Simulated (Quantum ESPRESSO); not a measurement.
# MgO (Periclase): from Born charge to LO-TO splitting

How high does the longitudinal optical mode of MgO (Periclase) lie, given the transverse one, the Born charge and ε∞?

Method: DFT LDA, scalar-relativistic, plane waves, PseudoDojo norm-conserving pseudopotentials, in Quantum ESPRESSO 7.5.

The database entry behind the starting cell differs from later determinations by our own check (about 0.1 % long), so it need not match the best structure at ambient conditions.

### 1. The relaxed structure

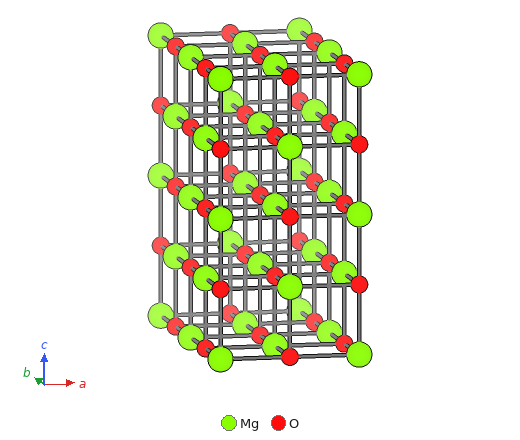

The starting structure, seen slightly off an axis (magnesium green, oxygen red). 1×2×2 cells are drawn. This picture shows the conventional cell, with its axes. Some periodic images of atoms are drawn too.

This is the cell after its relaxation at this level of theory, not the database cell from which that began.

### 2. What the response run gave

A linear-response run on the relaxed cell, with the response to an electric field; only its zone-centre results are used. Cutoff 84 Ry, k mesh 8×8×8.

Output:

```text
[banners, grids, parts of the stress and lines that vanish by symmetry left out]
Program PHONON v.7.5
     Reading xml data from directory:

[...]
Exchange-correlation= PW
                           (   1   4   0   0   0   0   0)
[...]
kinetic-energy cut-off    =      84.0000  Ry
     charge density cut-off    =     336.0000  Ry
     convergence threshold     =      1.0E-18
[...]
Exchange-correlation= PW
                           (   1   4   0   0   0   0   0)
[...]
q = (   0.0000000   0.0000000   0.0000000 )
     49 Sym.Ops. (with q -> -q+G )
     G cutoff =  263.0275  (  12627 G-vectors)     FFT grid: ( 36, 36, 36)
     number of k points=    29
[...]
Mode symmetry, O_h (m-3m)  point group:
[...]
Dielectric constant
[...]
End of electric fields calculation
          Dielectric constant in cartesian axis
          (       3.171220382      -0.000000000      -0.000000000 )
          (      -0.000000000       3.171220382      -0.000000000 )
          (      -0.000000000      -0.000000000       3.171220382 )
          Effective charges (d Force / dE) in cartesian axis without acoustic sum rule applied (asr)
           atom    1  Mg    Mean Z*:        1.97200
      Ex  (        1.97200        0.00000       -0.00000 )
      Ey  (        0.00000        1.97200       -0.00000 )
      Ez  (       -0.00000       -0.00000        1.97200 )
           atom    2  O     Mean Z*:       -1.97159
      Ex  (       -1.97159        0.00000        0.00000 )
      Ey  (        0.00000       -1.97159       -0.00000 )
      Ez  (        0.00000       -0.00000       -1.97159 )
          Effective charges Sum: Mean:        0.00041
[...]
Effective charges (d Force / dE) in cartesian axis with asr applied:
           atom    1  Mg    Mean Z*:        1.97179
[...]
atom    2  O     Mean Z*:       -1.97179
[...]
Representation #   1 modes #   1   2   3
[...]
End of self-consistent calculation
     Convergence has been achieved
     Representation #   2 modes #   4   5   6
[...]
End of self-consistent calculation
     Convergence has been achieved
[...]
Dielectric constant in cartesian axis
          (       3.171220382      -0.000000000      -0.000000000 )
          (      -0.000000000       3.171220382      -0.000000000 )
          (      -0.000000000      -0.000000000       3.171220382 )
          Effective charges (d Force / dE) in cartesian axis without acoustic sum rule applied (asr)
           atom    1  Mg    Mean Z*:        1.97200
      Ex  (        1.97200        0.00000       -0.00000 )
      Ey  (        0.00000        1.97200       -0.00000 )
      Ez  (       -0.00000       -0.00000        1.97200 )
           atom    2  O     Mean Z*:       -1.97159
      Ex  (       -1.97159        0.00000        0.00000 )
      Ey  (        0.00000       -1.97159       -0.00000 )
      Ez  (        0.00000       -0.00000       -1.97159 )
          Effective charges Sum: Mean:        0.00041
[...]
Effective charges (d Force / dE) in cartesian axis with asr applied:
           atom    1  Mg    Mean Z*:        1.97179
[...]
atom    2  O     Mean Z*:       -1.97179
[...]
q = (    0.000000000   0.000000000   0.000000000 )
[...]
freq (    1) =       0.099931 [THz] =       3.333356 [cm-1]
     freq (    2) =       0.099931 [THz] =       3.333356 [cm-1]
     freq (    3) =       0.099931 [THz] =       3.333356 [cm-1]
     freq (    4) =      12.266393 [THz] =     409.162844 [cm-1]
     freq (    5) =      12.266393 [THz] =     409.162844 [cm-1]
     freq (    6) =      12.266393 [THz] =     409.162844 [cm-1]
[...]
Mode symmetry, O_h (m-3m)  point group:
     freq (   1-   3) =          3.3  [cm-1]   --> T_1u G_15  G_4- I
     freq (   4-   6) =        409.2  [cm-1]   --> T_1u G_15  G_4- I

   JOB DONE.
```

| quantity | value |
| --- | --- |
| cell volume Ω (Å³) | 18.002 |
| mass of Mg (u) | 24.305 |
| mass of O (u) | 15.999 |
| Born charge of Mg, raw (e) | 1.972 |
| Born charge of O, raw (e) | -1.972 |
| ε∞ | 3.171 |
| ω(TO) after the sum rule (cm⁻¹) | 409.2 |

### 3. The calculation

The charges must sum to zero over the cell; taking off their mean, 0.000 e, leaves Z* = 1.972 e on Mg. In the polar mode Mg moves against O, so the reduced mass is μ = 24.30 × 16.00 / 40.30 = 9.648 u.

A longitudinal wave builds up a field that adds to the restoring force: ω(LO)² = ω(TO)² + 4π Z*² / (μ Ω ε∞), in Hartree atomic units. With μ = 17587 electron masses and Ω = 121.48 bohr³ the second term is 7.2110e-06 Ha², or 347346 cm⁻² (1 Ha = 219474.6 cm⁻¹).

So ω(LO) = √(167412 + 347346) = 717.5 cm⁻¹, and by the Lyddane-Sachs-Teller relation ε₀ = ε∞ (ω(LO)/ω(TO))² = 9.75.

### 4. Check against the program

The analysis program adds the same non-analytic term to the full matrix, here for q along (1 0 0).

Output:

```text
[banner, memory and clock lines left out]
Program DYNMAT v.7.5

     Reading Dynamical Matrix from file g.dyn
     ...Force constants read
     ...epsilon and Z* read

     Polarizability (A^3 units)
     multiply by 0.580134 for Clausius-Mossotti correction
         3.110391   -0.000000   -0.000000
        -0.000000    3.110391   -0.000000
        -0.000000   -0.000000    3.110391

     IR activities are in (D/A)^2/amu units

# mode   [cm-1]    [THz]      IR
    1     -0.00   -0.0000    0.0000
    2     -0.00   -0.0000    0.0000
    3      0.00    0.0000    0.0000
    4    409.16   12.2662    9.2972
    5    409.16   12.2662    9.2972
    6    717.46   21.5090    9.2972
```

ε₀ comes from the program's run without a direction of q.

| quantity | by hand | program |
| --- | --- | --- |
| ω(LO) (cm⁻¹) | 717.5 | 717.5 |
| ε₀ | 9.75 | 9.75 |

### 5. Results

| Item | Value |
| --- | --- |
| TO mode | 409.2 cm⁻¹ |
| LO mode | 717.5 cm⁻¹ |
| static dielectric constant | 9.751 |

**Reading.** The LO mode of MgO (Periclase) lies at 717 cm⁻¹, 308 cm⁻¹ above the TO mode; the formula meets the program within 0.1 cm⁻¹, as it must for a cubic crystal with one polar mode. ω(LO)² − ω(TO)² goes with Z*²/ε∞: an error of 5 % in ε∞ would move the LO mode by 11.6 cm⁻¹, and semilocal functionals tend to overestimate ε∞. These are harmonic values at zero temperature, at the volume of this functional, for the structure held cubic; stability elsewhere in the zone is no part of this calculation.

[Host names and launcher messages were left out of these logs when they were recorded.]

[Logs are printed without paths, hosts, clocks, repeated set-up lines and the standing remarks that a program may print on its own settings, such as how far it seeks lower states.]

[Hosts, paths, dates, database ids (printed as entryN), source tags and the programs' standing remarks are cut or masked in the printed files.]
